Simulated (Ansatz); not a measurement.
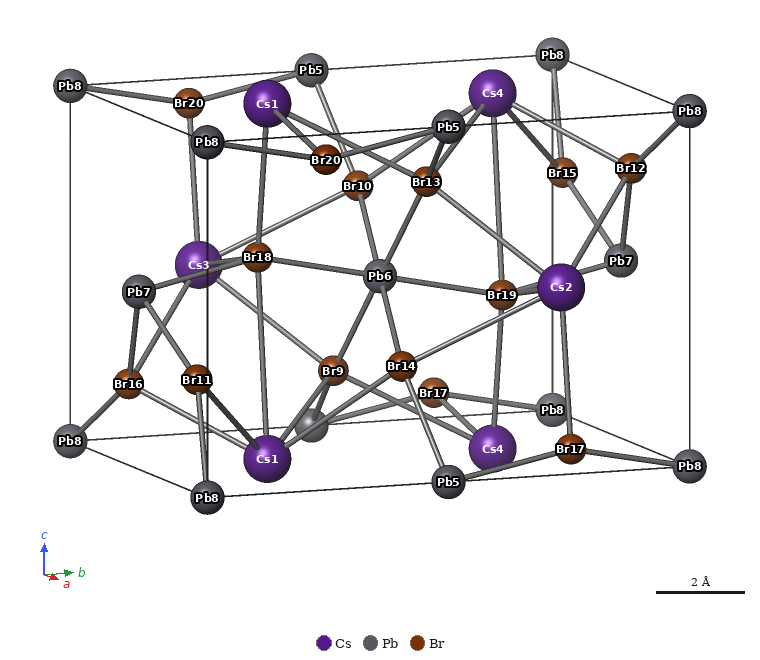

Figure 1. The structure as given in the input (ball-and-stick view of the cell of the calculation, seen slightly off an axis; atoms are numbered from 1 in the order of the input). Near neighbours in the crystal (not all of them lie inside the picture): Cs has 9 Br at 3.72 to 4.64 Å; Pb has 6 Br at 3.04 to 3.05 Å; Br has 3 Cs at 3.72 to 4.64 Å and 2 Pb at 3.04 to 3.05 Å.

## Two runs on CsPbBr₃

System: CsPbBr₃ (20 atoms in the cell).
Method of run 1: DFT PBE, scalar-relativistic, plane waves, PAW, no spin polarisation (Ansatz 0.2.0).

The structure derives from an entry of the Crystallography Open Database. Text and figures count atoms from 1; the logs count them from 0 in places.

### The input, run 1
```yaml
crystal:
  lattice:
    - [8.5317013911, 0.0, 0.0]
    - [0.0, 11.8990968848, 0.0]
    - [0.0, 0.0, 8.261122876]
  atoms:
    - { symbol: Cs, position: [0.55758489, 0.25, 0.0165124105] }
    - { symbol: Cs, position: [0.94241511, 0.75, 0.5165124105] }
    - { symbol: Cs, position: [0.05758489, 0.25, 0.4834875895] }
    - { symbol: Cs, position: [0.44241511, 0.75, 0.9834875895] }
    - { symbol: Pb, position: [0.0, 0.5, 0.0] }
    - { symbol: Pb, position: [0.5, 0.5, 0.5] }
    - { symbol: Pb, position: [0.5, 0.0, 0.5] }
    - { symbol: Pb, position: [0.0, 0.0, 0.0] }
    - { symbol: Br, position: [0.2930930244, 0.4622548795, 0.2043915914] }
    - { symbol: Br, position: [0.2069069756, 0.5377451205, 0.7043915914] }
    - { symbol: Br, position: [0.7930930244, 0.0377451205, 0.2956084086] }
    - { symbol: Br, position: [0.7069069756, 0.9622548795, 0.7956084086] }
    - { symbol: Br, position: [0.7069069756, 0.5377451205, 0.7956084086] }
    - { symbol: Br, position: [0.7930930244, 0.4622548795, 0.2956084086] }
    - { symbol: Br, position: [0.2069069756, 0.9622548795, 0.7043915914] }
    - { symbol: Br, position: [0.2930930244, 0.0377451205, 0.2043915914] }
    - { symbol: Br, position: [0.0136797494, 0.75, 0.0728653643] }
    - { symbol: Br, position: [0.4863202506, 0.25, 0.5728653643] }
    - { symbol: Br, position: [0.5136797494, 0.75, 0.4271346357] }
    - { symbol: Br, position: [0.9863202506, 0.25, 0.9271346357] }
basis:
  ecutwfc: 420
kpoints:
  mp_grid: { grid: [4, 4, 4] }
  band_path:
    path:
      - [[0.0, 0.0, 0.0], [0.5, 0.0, 0.0], [0.5, 0.5, 0.0], [0.0, 0.5, 0.0], [0.0, 0.0, 0.0], [0.0, 0.0, 0.5], [0.5, 0.0, 0.5], [0.5, 0.5, 0.5], [0.0, 0.5, 0.5], [0.0, 0.0, 0.5]]
      - [[0.5, 0.0, 0.0], [0.5, 0.0, 0.5]]
      - [[0.0, 0.5, 0.0], [0.0, 0.5, 0.5]]
      - [[0.5, 0.5, 0.0], [0.5, 0.5, 0.5]]
    npoints: 10
hamiltonian:
  xc: pbe
scf:
  occupations: { method: gaussian, width: 0.02 }
  n_extra_bands: 50
output:
  forces: true
  stress: true
  eigenvalues: true
  populations: true
  dos: { projected: true, de: 0.02, nscf_kmesh: { grid: [6, 6, 6] } }
  bader: false
  write_density: true
  write_potential: true
  elf: true
  volumetric_format: npy
```

Command:
```bash
ansatz run input.yaml --threads 8 --pin off --max-ram 22528MiB --backend cpu --events-out ev --progress --plain --runs-dir out
```

Hardware: 8 threads of Arm Neoverse V2, 24 GiB of memory available, shared host.

### Output, shortened to warnings, some set-up lines, iterations and results (run 1)
```
Basis set: ecut = 420 eV, 16389 PW (Γ), exchange–correlation on 120×160×120 points (8 copies of the dense FFT grid, shifted against one another)
Symmetry: 8 space group operations
k-points: 27 of 64
Initial density: superposition of atomic densities (neutral atoms: chi_scale 0, normalization atom), corrected by the library's trained network
[...]
SCF iter   1: F=—  HF=-103733.445842 eV  |F-HF|=—  |Δ(HF+E_count)|=         —  Δρ=6.84e-4  dr2=2.85e-3  ethr=1.77e-3  ⟨swp⟩=7.2  Hψ=18740  notcnv=0  defer=778
SCF iter   2: F=—  HF=-103733.447086 eV  |F-HF|=—  |Δ(HF+E_count)|=   1.24e-3  Δρ=2.88e-4  dr2=5.56e-4  ethr=1.62e-6  ⟨swp⟩=3.0  Hψ=8844  notcnv=0  defer=1167
SCF iter   3: F=—  HF=-103733.447768 eV  |F-HF|=—  |Δ(HF+E_count)|=   6.82e-4  Δρ=1.15e-4  dr2=8.77e-5  ethr=3.16e-7  ⟨swp⟩=2.0  Hψ=4808  notcnv=0  defer=1167
SCF iter   4: F=—  HF=-103733.447868 eV  |F-HF|=—  |Δ(HF+E_count)|=   1.01e-4  Δρ=3.05e-5  dr2=8.26e-6  ethr=4.98e-8  ⟨swp⟩=2.0  Hψ=3944  notcnv=0  defer=1167
SCF iter   5: F=—  HF=-103733.447882 eV  |F-HF|=—  |Δ(HF+E_count)|=   1.37e-5  Δρ=5.62e-6  dr2=4.46e-7  ethr=4.69e-9  ⟨swp⟩=2.0  Hψ=4808  notcnv=0  defer=1167
SCF iter   6: F=-103733.447883 eV  HF=-103733.447883 eV  |F-HF|=1.88e-8  |Δ(HF+E_count)|=   9.24e-7  Δρ=2.22e-6  dr2=4.65e-8  ethr=5.68e-11  ⟨swp⟩=21.3  Hψ=37642  notcnv=0
SCF 1 converged in 6 iterations: F = -103733.447883 eV  dr2 = 4.65e-8
NSCF: frozen V_eff on 124 k-points
NSCF: frozen V_eff on 64 k-points
SCF converged after 6 iterations
Free energy (F): -103733.447883 eV
Harris-Foulkes:  -103733.447883 eV  (|F-HF|=1.88e-8)
Internal energy: -103733.447883 eV  (E = F + TS)
E sigma→0 (E₀):  -103733.447883 eV
Fermi energy:    3.815700 eV
--- Per-component energies (eV) ---
  E_band       = -1023.613887
  E_kinetic    = 3310.107440
  E_local      = -10564.005062  (includes V_loc(G=0)·N_el)
  E_nonlocal   = 2362.903673
  E_hartree    = 3842.790543
  E_xc         = -4755.354236
  E_vxc        = -2277.940675  (∫ρ·V_xc dr)
  E_paw        = -88836.897337  (= ΣΔE_a)
  E_vpaw       = -1540.269275  (= ΣTr[D̂ρ^β])
  E_aug_tail   = 0.000182  (compensation charges beyond the density's cutoff)
  E_ewald      = -9092.993086
  E_smearing   = -0.000000  (= −TS)
  E_closure    = -0.000000  (closes the sum)
  Σ components = -103733.447883   (vs F -103733.447883, Δ=0.00e0)
--- Forces (eV/Å), atoms counted from 1 ---
  atom   1  Cs    -0.00099468    -0.00000000    -0.00123992
  atom   2  Cs     0.00099468     0.00000000    -0.00123992
  atom   3  Cs    -0.00099468     0.00000000     0.00123992
  atom   4  Cs     0.00099468    -0.00000000     0.00123992
  atom   5  Pb     0.00000000     0.00000000    -0.00000000
  atom   6  Pb     0.00000000     0.00000000     0.00000000
  atom   7  Pb    -0.00000000     0.00000000     0.00000000
  atom   8  Pb    -0.00000000     0.00000000     0.00000000
  atom   9  Br     0.00074350    -0.00191703    -0.00113362
  atom  10  Br    -0.00074350     0.00191703    -0.00113362
  atom  11  Br     0.00074350     0.00191703     0.00113362
  atom  12  Br    -0.00074350    -0.00191703     0.00113362
  atom  13  Br    -0.00074350     0.00191703     0.00113362
  atom  14  Br     0.00074350    -0.00191703     0.00113362
  atom  15  Br    -0.00074350    -0.00191703    -0.00113362
  atom  16  Br     0.00074350     0.00191703    -0.00113362
  atom  17  Br     0.00131814     0.00000000    -0.00208070
  atom  18  Br    -0.00131814    -0.00000000    -0.00208070
  atom  19  Br     0.00131814    -0.00000000     0.00208070
  atom  20  Br    -0.00131814     0.00000000     0.00208070
  max |Σ_I F_I| component: 8.67e-19 eV/Å
--- Stress (GPa, compression-positive) ---
       -0.001119       0.000000       0.000000
        0.000000      -0.018572       0.000000
        0.000000       0.000000       0.004267
  P = ⅓ Tr σ = -0.0051 GPa (-0.051 kbar)
--- Löwdin populations: 20 sites ---
  site symbol       q [e]
     0     Cs      8.2504
     1     Cs      8.2504
     2     Cs      8.2504
     3     Cs      8.2504
     4     Pb     13.3985
     5     Pb     13.3985
     6     Pb     13.3985
     7     Pb     13.3985
     8     Br      7.4103
[...]
```

The input of run 2 differs as follows (lines with − go, lines with + come):
```diff
-  ecutwfc: 420
+  ecutwfc: 500
-  xc: pbe
+  xc: r2scan
```

What does this change do to the results?

The total energies belong to different methods, so their difference says nothing on which is more stable or more accurate. The gap on the mesh goes from 2.12 to 2.50 eV. The pressure goes from −0.01 to −0.66 GPa. The largest force goes from 0.002 to 0.034 eV/Å. The functional changes from PBE to r2SCAN. The number of SCF iterations is the same. The plane waves at Γ go from 16389 to 21311. On the same kind of shared host run 2 took about 1.6 times as long.

### Output, shortened to warnings, some set-up lines, iterations and results (run 2)
```
Basis set: ecut = 500 eV, 21311 PW (Γ), exchange–correlation on 256×360×256 points (64 copies of the dense FFT grid, shifted against one another)
Symmetry: 8 space group operations
k-points: 27 of 64
Initial density: superposition of atomic densities (neutral atoms: chi_scale 0, normalization atom), corrected by the library's trained network
[...]
SCF iter   1: F=—  HF=-103971.268488 eV  |F-HF|=—  |Δ(HF+E_count)|=         —  Δρ=3.39e-3  dr2=1.11e-1  dr2_τ=3.46e-2  ethr=1.77e-3  ⟨swp⟩=7.4  Hψ=19561  notcnv=0  defer=737
SCF iter   2: F=—  HF=-103971.323187 eV  |F-HF|=—  |Δ(HF+E_count)|=   5.47e-2  Δρ=1.34e-3  dr2=1.87e-2  dr2_τ=8.99e-4  ethr=6.32e-5  ⟨swp⟩=2.0  Hψ=6833  notcnv=0  defer=1186
SCF iter   3: F=—  HF=-103971.321014 eV  |F-HF|=—  |Δ(HF+E_count)|=   2.17e-3  Δρ=2.73e-4  dr2=6.12e-4  dr2_τ=4.46e-5  ethr=1.06e-5  ⟨swp⟩=2.0  Hψ=5080  notcnv=0  defer=1186
SCF iter   4: F=—  HF=-103971.321299 eV  |F-HF|=—  |Δ(HF+E_count)|=   2.85e-4  Δρ=5.81e-5  dr2=2.16e-5  dr2_τ=1.21e-6  ethr=3.48e-7  ⟨swp⟩=2.0  Hψ=4912  notcnv=0  defer=1186
SCF iter   5: F=—  HF=-103971.321650 eV  |F-HF|=—  |Δ(HF+E_count)|=   3.51e-4  Δρ=7.07e-6  dr2=6.39e-7  dr2_τ=2.43e-8  ethr=1.23e-8  ⟨swp⟩=2.0  Hψ=4819  notcnv=0  defer=1186
SCF iter   6: F=-103971.321650 eV  HF=-103971.321650 eV  |F-HF|=2.26e-8  |Δ(HF+E_count)|=   6.10e-7  Δρ=2.44e-6  dr2=5.43e-8  dr2_τ=7.38e-9  ethr=5.68e-11  ⟨swp⟩=21.9  …
SCF 1 converged in 6 iterations: F = -103971.321650 eV  dr2 = 5.43e-8
NSCF: frozen V_eff on 124 k-points
NSCF: frozen V_eff on 64 k-points
SCF converged after 6 iterations
Free energy (F): -103971.321650 eV
Harris-Foulkes:  -103971.321650 eV  (|F-HF|=2.26e-8)
Internal energy: -103971.321650 eV  (E = F + TS)
E sigma→0 (E₀):  -103971.321650 eV
Fermi energy:    3.727652 eV
--- Per-component energies (eV) ---
  E_band       = -1127.813034
  E_kinetic    = 3314.973729
  E_local      = -10568.732382  (includes V_loc(G=0)·N_el)
  E_nonlocal   = 2358.153599
  E_hartree    = 3846.951881
  E_xc         = -4495.802116
  E_vxc        = -2510.419973  (∫ρ·V_xc dr)
  E_paw        = -89336.036551  (= ΣΔE_a)
  E_vpaw       = -1555.701444  (= ΣTr[D̂ρ^β])
  E_aug_tail   = 0.000074  (compensation charges beyond the density's cutoff)
  E_vtau       = 140.007925  (kinetic-family band-sum trace: ∫τ·v_τ [+ j·A + Jᵃ·Aᵃ] dr)
  E_ewald      = -9092.993086
  E_core_change = 2.163202  (= ΣΔE_core)
  E_smearing   = -0.000000  (= −TS)
  E_closure    = 0.000000  (closes the sum)
  Σ components = -103971.321650   (vs F -103971.321650, Δ=0.00e0)
--- Forces (eV/Å), atoms counted from 1 ---
  atom   1  Cs     0.00861982     0.00000000     0.00647717
  atom   2  Cs    -0.00861982     0.00000000     0.00647717
  atom   3  Cs     0.00861982    -0.00000000    -0.00647717
  atom   4  Cs    -0.00861982    -0.00000000    -0.00647717
  atom   5  Pb     0.00000000     0.00000000     0.00000000
  atom   6  Pb    -0.00000000     0.00000000     0.00000000
  atom   7  Pb    -0.00000000     0.00000000     0.00000000
  atom   8  Pb     0.00000000     0.00000000    -0.00000000
  atom   9  Br    -0.01189473     0.01699456     0.01371590
  atom  10  Br     0.01189473    -0.01699456     0.01371590
  atom  11  Br    -0.01189473    -0.01699456    -0.01371590
  atom  12  Br     0.01189473     0.01699456    -0.01371590
  atom  13  Br     0.01189473    -0.01699456    -0.01371590
  atom  14  Br    -0.01189473     0.01699456    -0.01371590
  atom  15  Br     0.01189473     0.01699456     0.01371590
  atom  16  Br    -0.01189473    -0.01699456     0.01371590
  atom  17  Br    -0.00728617     0.00000000    -0.03274256
  atom  18  Br     0.00728617     0.00000000    -0.03274256
  atom  19  Br    -0.00728617    -0.00000000     0.03274256
  atom  20  Br     0.00728617     0.00000000     0.03274256
  max |Σ_I F_I| component: 1.39e-17 eV/Å
--- Stress (GPa, compression-positive) ---
       -0.651540       0.000000       0.000000
        0.000000      -0.688490       0.000000
        0.000000       0.000000      -0.639763
  P = ⅓ Tr σ = -0.6599 GPa (-6.599 kbar)
--- Löwdin populations: 20 sites ---
  site symbol       q [e]
     0     Cs      8.2421
     1     Cs      8.2421
     2     Cs      8.2421
     3     Cs      8.2421
[...]
```

### The two runs side by side

| quantity | run 1 | run 2 |
| --- | --- | --- |
| outcome | converged | converged |
| free energy per atom (eV) | −5186.6724 | −5198.5661 |
| gap on the mesh (eV) | 2.12 | 2.50 |
| pressure (GPa) | −0.01 | −0.66 |
| largest force (eV/Å) | 0.002 | 0.034 |
| SCF iterations | 6 | 6 |
| irreducible k-points | 27 | 27 |
| plane waves at Γ | 16389 | 21311 |
| wall time (shared host) | 2.8 min | 4.6 min |

For both runs: Spin–orbit coupling is left out, which matters for Pb.
